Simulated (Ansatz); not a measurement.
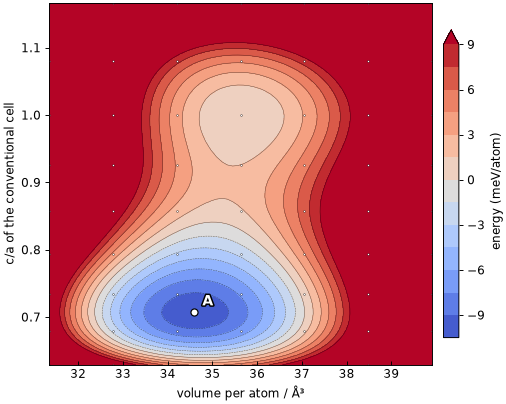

Yb (Fm-3m, No. 225; 1 atom in the cell). 
- The energy is mapped over volume and the cell's shape.
- Coordinates scanned: (1) volume per atom; (2) c/a of the conventional cell.
- Nothing is relaxed (symmetry fixes all fractional coordinates).
- Grid: 7 × 9 points.
- Points are written as (first, second).
- Energies: meV/atom, counted from the relaxed crystal.
- These are results of DFT PBE, scalar-relativistic, plane waves, PAW (Ansatz), not measurements. Settings: cutoff 420 eV, k-mesh 16×16×16, gaussian smearing 0.15 eV, no spin polarisation.

The picture shows filled contours, dots at the grid points, one colour for all values above the top of the scale, the well A. Between grid points the surface is interpolated.

Q: Where is the minimum, and how stiff is the well along each coordinate? Take the well at A.

A: The interpolated minimum is at volume per atom ≈ 34.59 Å³, c/a of the conventional cell ≈ 0.707. The curvatures there are about 0.0037 eV/(Å³)² and 3.2 eV, with a cross term of about 0 eV/Å³ (per cell of 1 atoms). Round the minimum the two coordinates are nearly uncoupled.
